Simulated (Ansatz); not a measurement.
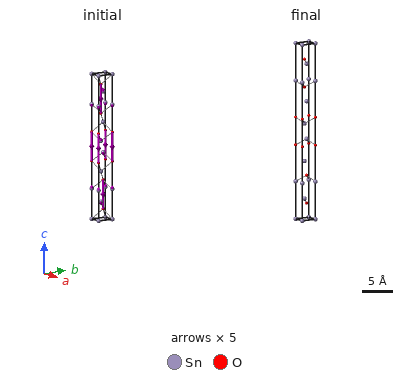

The structure of crystalline Sn3O2 (built on the tetradymite_166 type) (coarse preliminary run) before (left) and after (right) a relaxation, at one scale. The purple arrows give the displacements (the part carried along by the change of the cell is left out), magnified 5 times.

The picture is a ball-and-stick view of the conventional cell (3 times the calculation's cell), seen slightly off an axis. Lengths and directions refer to the drawn axes.

Case: anti-tetradymite type (R-3m, No. 166).

These are results of Ansatz 0.2.0, DFT PBE, scalar-relativistic, plane waves, PAW, not measurements. Settings: plane-wave cutoff 420 eV; k-point mesh 6 × 6 × 6; occupations gaussian; smearing width 0.1 eV; no spin polarisation; cell and atoms relaxed; force threshold 0.04 eV/Å; at most 70 steps.

**Describe what moved and what it gained.**

The largest moves relative to the cell, 0.64 Å, are those of O atoms. By element the largest moves are O 0.64 Å, Sn 0.12 Å. Cell: a = b 3.599 → 3.442 Å (−4.4 %), c 25.024 → 30.340 Å (+21.2 %). Volume +10.9 %. Among the contacts that change: O–Sn 2.665 → 3.321 Å, O–Sn 2.523 → 2.212 Å. Among the angles between lasting bonds that change: Sn–O–Sn 91.0° → 102.2°, O–Sn–O 91.0° → 102.2°. The space group stays R-3m (No. 166). After 22 accepted moves (27 points after the start) the energy has fallen by 0.965 eV per cell of the calculation. The largest force component goes from 1.5 to 0.022 eV/Å. Pressure: −0.11 GPa at the start and 0.38 GPa at the end. The line search rejected the trial steps at points 17, 19, 23 of the run. The SCF was repeated twice at an unchanged geometry on a basis and grid sized afresh for the cell, which shifted the energy by 98.0 meV per cell of the calculation at most.
